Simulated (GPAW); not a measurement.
# Screening of a field by Ga2SSe monolayer, part 2 of 2

Wanted: the out-of-plane polarisability of Ga2SSe monolayer.

GPAW 26.7.0; GPAW, PAW setups; layer in a repeated cell with vacuum, relaxation of atoms and in-plane cell (the session's first sound run).

So far. Step 8 (In a field): The dipole is now 0.0251 e Å, against -0.019 in the run without a field.

## Step 9: Field on

Level of this step: GPAW, PAW setups; slab in vacuum (GPAW).

Input file run.py:

```python
import json
import numpy as np
from ase import Atoms
from gpaw import GPAW, PW
from gpaw.external import ConstantElectricField

slab = Atoms(
    ['Se', 'Ga', 'Ga', 'S'],
    positions=[
        [0.00000, 2.15534, 7.00000],
        [0.00000, 0.00000, 8.21950],
        [-0.00000, -0.00000, 10.69592],
        [0.00000, 2.15534, 11.74851]],
    cell=[[3.73316, 0.0, 0.0], [-1.86658, 3.23301, 0.0], [0.0, 0.0, 18.7485]],
    pbc=[True, True, False])

slab.calc = GPAW(mode=PW(400), xc='PBE', kpts={'size': (9, 9, 1), 'gamma': True},
                 occupations={'name': 'fermi-dirac', 'width': 0.05}, nbands='200%',
                 convergence={'density': 1e-05}, maxiter=200,
                 poissonsolver={'dipolelayer': 'xy'},
                 external=ConstantElectricField(0.2, [0, 0, 1]),
                 symmetry={'tolerance': 1e-3}, txt='slab.txt')
result = {}
energy = slab.get_potential_energy()
fermi = slab.calc.get_fermi_level()
v = slab.calc.get_electrostatic_potential().mean((0, 1)) - fermi
n = slab.calc.get_pseudo_density().mean((0, 1))
L = slab.cell[2, 2]
z = np.arange(len(v)) * L / len(v)
low, high = slab.positions[:, 2].min(), slab.positions[:, 2].max()
below, above = np.interp([low - 4.8, high + 4.8], z, v)
slopes = [np.interp(x, z, np.gradient(v, z)) for x in (low - 4.8, high + 4.8)]
eps = np.array([[slab.calc.get_eigenvalues(k, s) for k in range(len(slab.calc.get_ibz_k_points()))]
                for s in range(slab.calc.get_number_of_spins())]) - fermi
top, bottom = eps[eps < 0].max(), eps[eps > 0].min()
dipole = slab.get_dipole_moment()[2]
print(f'energy {energy:.4f} eV, Fermi level {fermi:.4f} eV, dipole {dipole:.5f} e A')
print(f'potential 4.8 A off the faces, from the Fermi level: lower {below:.4f} eV, upper {above:.4f} eV')
print(f'slope of the potential there: lower {slopes[0]:.5f}, upper {slopes[1]:.5f} eV/A')
print(f'nearest levels on the mesh: {top:.4f} and {bottom:.4f} eV')
print('magnetic moment', round(slab.get_magnetic_moment(), 3))
result.update(energy=energy, fermi=fermi, dipole=dipole, below=below, above=above, slopes=slopes, edges=[top, bottom],
              z=z.tolist(), v=v.tolist(), n=n.tolist(), positions=slab.positions.tolist(),
              forces=slab.get_forces(apply_constraint=False).tolist(), moments=slab.get_magnetic_moments().tolist())
json.dump(result, open('result.json', 'w'))
```

On the command line:

```bash
$ OMP_NUM_THREADS=1 OPENBLAS_NUM_THREADS=1 python run.py
```

Output:

```text
energy -15.8457 eV, Fermi level -0.9574 eV, dipole 0.06898 e A
potential 4.8 A off the faces, from the Fermi level: lower 5.5117 eV, upper 4.4770 eV
slope of the potential there: lower -0.00004, upper 0.00004 eV/A
nearest levels on the mesh: -1.0762 and 0.9460 eV
magnetic moment 0.0
```

Wall time 50 s (1 thread of Arm Neoverse V2, shared host); peak memory 0.27 GiB.

The dipole is now 0.0690 e Å, against -0.019 in the run without a field.

## Step 10: Field on

Edit run.py of step 9 so:

```diff
@@ -20,3 +20,3 @@
                  poissonsolver={'dipolelayer': 'xy'},
-                 external=ConstantElectricField(0.2, [0, 0, 1]),
+                 external=ConstantElectricField(0.3, [0, 0, 1]),
                  symmetry={'tolerance': 1e-3}, txt='slab.txt')
```

Output:

```text
energy -15.8548 eV, Fermi level -0.9828 eV, dipole 0.11288 e A
potential 4.8 A off the faces, from the Fermi level: lower 5.8707 eV, upper 4.1775 eV
slope of the potential there: lower -0.00005, upper 0.00008 eV/A
nearest levels on the mesh: -1.0560 and 0.9662 eV
magnetic moment 0.0
```

Wall time 53 s (1 thread); peak memory 0.26 GiB.

The dipole is now 0.113 e Å, against -0.019 in the run without a field.

## Step 11: The series

The members are put on one axis.

This step: induced dipole against applied field (GPAW 26.7.0).

Dipole along the normal against field:

| field (V/Å) | dipole along the normal (e·Å) |
| --- | --- |
| -0.200 | -0.106 |
| -0.100 | -0.0625 |
| -0.050 | -0.0406 |
| 0.000 | -0.0189 |
| 0.050 | 0.00323 |
| 0.100 | 0.0251 |
| 0.200 | 0.0690 |
| 0.300 | 0.113 |

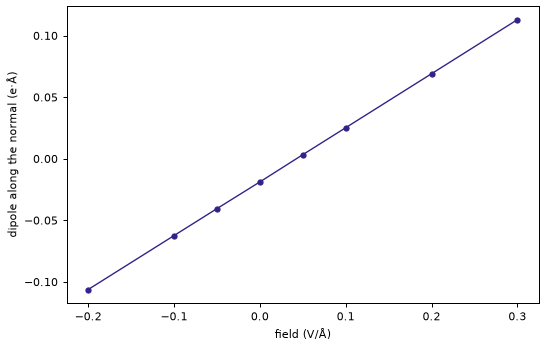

Dipole along the normal, plotted against field.

## Step 12: A changed run

One more run, with changed settings.

This step: GPAW, PAW setups; slab in vacuum (GPAW 26.7.0).

Edit run.py of step 10 so:

```diff
@@ -3,4 +3,3 @@
 from ase import Atoms
-from gpaw import GPAW, PW
-from gpaw.external import ConstantElectricField
+from gpaw import GPAW
 
@@ -16,7 +15,6 @@
 
-slab.calc = GPAW(mode=PW(400), xc='PBE', kpts={'size': (9, 9, 1), 'gamma': True},
+slab.calc = GPAW(mode='fd', h=0.4, xc='PBE', kpts={'size': (9, 9, 1), 'gamma': True},
                  occupations={'name': 'fermi-dirac', 'width': 0.05}, nbands='200%',
-                 convergence={'density': 1e-05}, maxiter=200,
+                 convergence={'density': 1e-05}, maxiter=50,
                  poissonsolver={'dipolelayer': 'xy'},
-                 external=ConstantElectricField(0.3, [0, 0, 1]),
                  symmetry={'tolerance': 1e-3}, txt='slab.txt')
```

Output:

```text
energy -11.0156 eV, Fermi level -4.9343 eV, dipole -0.02591 e A
potential 4.8 A off the faces, from the Fermi level: lower 4.7400 eV, upper 5.1286 eV
slope of the potential there: lower -0.00012, upper 0.00008 eV/A
nearest levels on the mesh: -1.0841 and 0.9535 eV
magnetic moment 0.0
```

It took 7.2 s on 1 thread; peak memory 0.13 GiB.

The run finished. A setting was moved off its sound value on purpose, so it serves as a test and not as the result.

The fault put into the input: a grid far too coarse (mode = "fd" and h = 0.4).

The two runs compared:

| quantity | this run | sound run | difference |
| --- | --- | --- | --- |
| dipole along the normal (e·Å) | -0.025911 | -0.018887 | -0.00702 |
| upper work function (eV) | 5.1286 | 5.1276 | 1.0e-3 |
| lower work function (eV) | 4.7400 | 4.8475 | -0.107 |
| upper ionisation energy (eV) | 6.2127 | 6.1963 | 0.0164 |

One result that differs is the lower work function, 4.74 eV against 4.85 eV.

## Step 13: Summary of results

```yaml
work_function_upper_and_lower_face_fermi_level_placed_in_the_gap_by_the_smearing: 5.128 and 4.847 eV
ionisation_energy_from_the_upper_face_highest_filled_level_on_the_mesh: 6.20 eV
electron_affinity_from_the_upper_face_lowest_empty_kohn_sham_level_on_the_mesh: 4.18 eV
dipole_along_the_normal: -0.0189 e Å
induced_dipole_per_field: 0.438 e Å per V/Å
out_of_plane_polarisability_per_area_alpha_eps_0_a: 6.57 Å
```

**Reading.** The field induces 0.438 e Å per V/Å, a polarisable thickness α/(ε0 A) of 6.57 Å beside 4.75 Å between the outermost nuclei. A perfect conductor would give the distance between its two image planes; a dielectric of thickness t gives t(1 - 1/ε). The two faces differ by 0.28 eV, the step that the slab's dipole makes (e p/(ε0 A) gives 0.28 eV), so the dipole layer is needed. The levels nearest the Fermi level on the mesh lie 2.02 eV apart, so the slab is gapped there: the smearing puts the Fermi level inside the gap, and from either face the ionisation energy is the work function plus 1.1 eV. Both are Kohn-Sham levels on the mesh, and semilocal gaps are too small, so the affinity tends to come out too large and the ionisation energy too small. The induced dipole is linear in the field over this range. The relaxation of atoms and cell ran in a fully periodic cell without the dipole layer, so the atoms of this polar layer felt a small spurious field. The layer's cell and atoms come from the relaxation; spin-orbit coupling and temperature are left out.

[Logs are printed without paths, hosts, clocks, repeated set-up lines and the standing remarks that a program may print on its own settings, such as how far it seeks lower states.]

[Hosts, paths, dates, database ids (printed as entryN), source tags and the programs' standing remarks are cut or masked in the printed files.]
